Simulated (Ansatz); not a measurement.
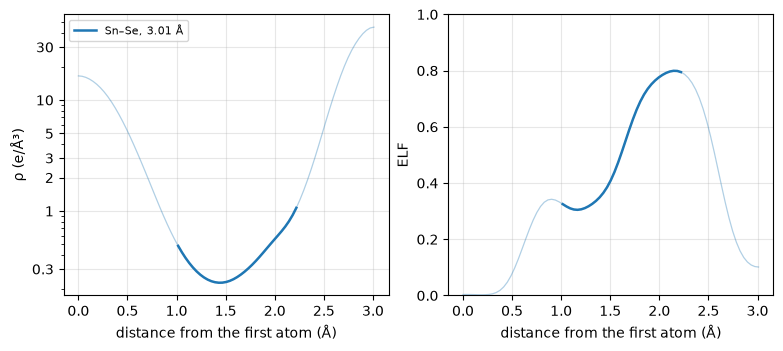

Figure. SnSe. Valence charge density (pseudo) and electron localisation function along straight lines between neighbouring atoms. Thin, pale parts lie inside the atomic spheres.

Space group Fm-3m.

Level of theory: DFT r2SCAN, scalar-relativistic, plane waves, PAW (Ansatz).

The density is the valence pseudo-density of a PAW calculation; it isn't the true density close to the nuclei.

> What can be read from the curves?

Sn–Se (3.01 Å): the density is about 0.23 e/Å³ at the midpoint; the ELF is about 0.40 at the midpoint and 0.30 at its lowest between the atoms.
